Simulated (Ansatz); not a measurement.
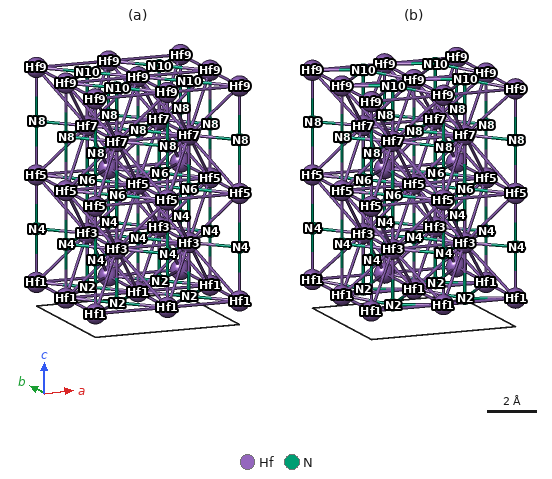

The structure of a slab of composition HfN (cut from the Fm-3m phase) before (left) and after (right) a relaxation, at one scale.

The picture is a ball-and-stick view of the 2 × 2 repeat of the cell, outlined in the plane, without the vacuum, seen slightly off an axis.

The slab is the (1 0 0) face of HfN.

Level of theory: DFT PBE, scalar-relativistic, plane waves, PAW in Ansatz. (plane-wave cutoff 420 eV; k-point mesh 11 × 11 × 1; occupations gaussian; smearing width 0.1 eV; no spin polarisation; dipole correction; atoms relaxed in a fixed cell; force threshold 0.02 eV/Å; at most 60 steps)

> Describe what moved and what it gained.

The largest moves, 0.12 Å, are those of Hf1 and Hf9. Hf1 goes along the normal (+c). Largest moves by element: Hf 0.12 Å, N 0.09 Å. The lattice vectors keep their values. Among the contacts that change: Hf1–N4 2.274 → 2.174 Å, Hf1–Hf3 3.216 → 3.125 Å, Hf7–N10 2.274 → 2.354 Å, Hf5–N8 2.274 → 2.254 Å. Bond angles that change, for instance: Hf1–N2–Hf1 180.0° → 169.5°, Hf1–N2–Hf3 90.0° → 84.7°. The energy falls by 0.305 eV per cell of the calculation in 5 accepted moves (6 points after the start). The largest force component goes from 1.6 to 0.0018 eV/Å. 1 step only repeated the SCF at the same geometry.

Limits of the set-up: the cell has an odd number of electrons but was run without spin polarisation.
